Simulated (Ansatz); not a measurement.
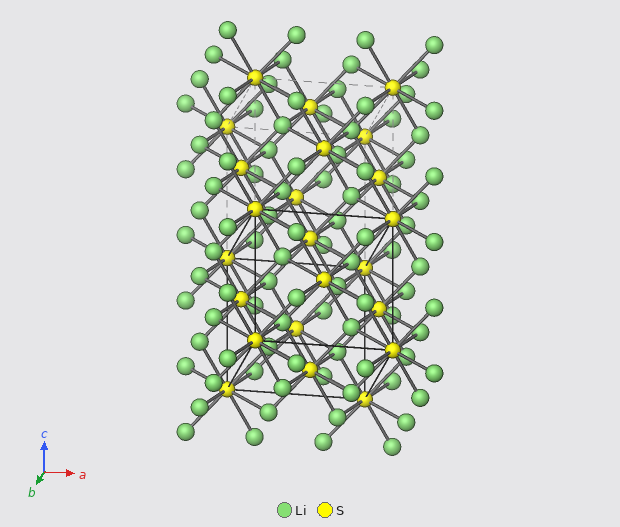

System Li₂S (space group Fm-3m, No. 225); source of the atomic positions: the end point of a relaxation with Ansatz, DFT PBEsol, scalar-relativistic, plane waves, PAW.

Bonds are taken as Li–S below 2.8 Å; no other contact counts. The graph is simplified in the usual way: terminal and isolated atoms are pruned, two-connected atoms become edges.

What kind of net remains, and which atoms are its nodes?

A binodal (4,8)-connected, three-periodic net: Li is a 4-connected node; S is an 8-connected node, in the ratio 2:1.

Which named net is it?

It is the flu net, known from fluorite.

Is the net interpenetrated?

It is a single net, without interpenetration.

Give the point symbol of each node (shortest cycle at each angle).

Li: 4⁶; S: 4¹²·6¹²·8⁴.

Give the first ten terms of the coordination sequence (nodes one, two, three … edges away).

Li: 4, 22, 24, 82, 64, 182, 124, 322, 204, 502; S: 8, 12, 48, 42, 128, 92, 248, 162, 408, 252.

The simplified net, drawn on the atoms' positions. Nodes are coloured by element. Edges to nodes outside the piece are drawn as stubs.

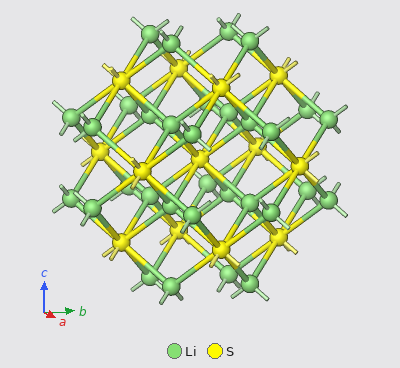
